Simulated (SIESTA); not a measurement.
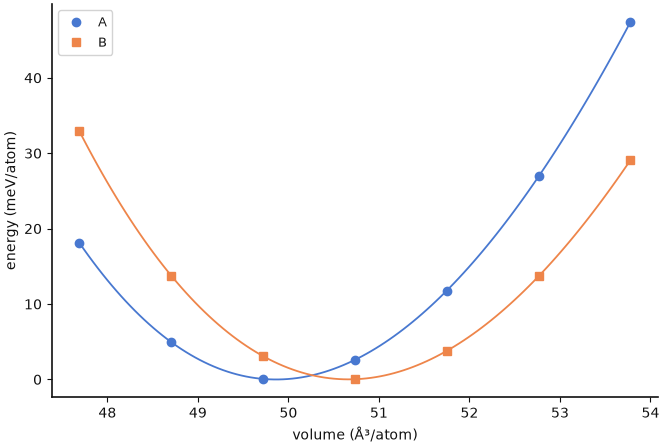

The figure compares two calculations of the energy against volume, each curve from its own zero. The first is for MoS₂, space group P-6m2 (No. 187).

The cell holds 3 atoms.

How it was computed, with SIESTA 5.4.2: DFT in numerical atomic orbitals with pseudopotentials, no spin polarisation; energies at scaled volumes of the given cell, shape and fractions fixed, counted from the fit's minimum, third-order Birch-Murnaghan fit. Level: PBEsol.

```
         setting                                                                     value
          k mesh                                                                   10×10×2
     occupations                                                               Fermi–Dirac
  smearing width                                                                   0.05 eV
      potentials  PseudoDojo 0.4 standard, converted to PSML, two zetas on semicore shells
program settings                                             basis DZP, mesh cutoff 800 Ry
```

In the second, the level changes from PBEsol to LDA.

Which of A and B is the second calculation, and what did the change do?

Answer. A. The equilibrium volume falls from 50.66 to 49.86 Å³/atom (−1.6 %) and the bulk modulus rises from 54.2 to 56.6 GPa (+4.4 %).

For both, limits of the calculation: mulliken charges of long orbitals; shape and atomic fractions are frozen while scaling, which makes layered, chain and framework solids too stiff.

V0 and the bulk modulus come from third-order Birch–Murnaghan fits.
